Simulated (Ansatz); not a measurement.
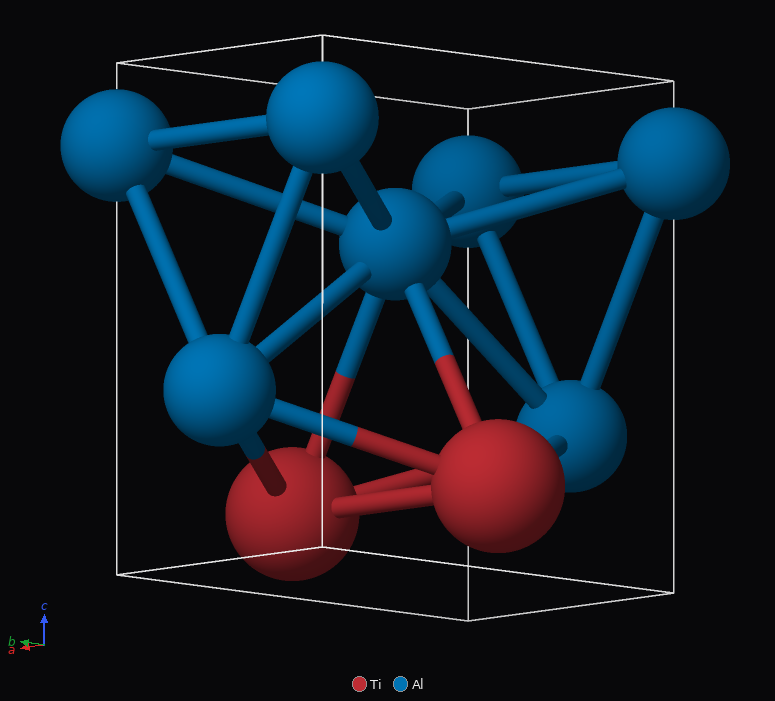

Drawn in the ball-and-stick manner and seen from a general direction. The conventional unit cell is outlined; an atom on or near a face, edge or corner is repeated at each equivalent position.

TiAl3, space group Pmm2 (No. 25), a = 2.78 Å, b = 4.67 Å, c = 4.90 Å, α = 90.00°, β = 90.00°, γ = 90.00°.

The numbers come from Ansatz 0.2.0, DFT r2SCAN, scalar-relativistic, plane waves, PAW, using an energy cutoff of 500 eV, an 18×12×12 sampling of the Brillouin zone, Gaussian smearing of 0.15 eV, no spin polarisation.

### Metal or not?

A metal: bands cross the Fermi level.

### Under what pressure is the structure?

The computed pressure is 0.0 GPa, close to zero.

It derives from a structure listed in the Materials Project. Earlier steps of the study, as a rule a relaxation of our own, may have changed the cell and positions, so they can lie some per cent off the listed ones. A calculation with Ansatz used it as input.
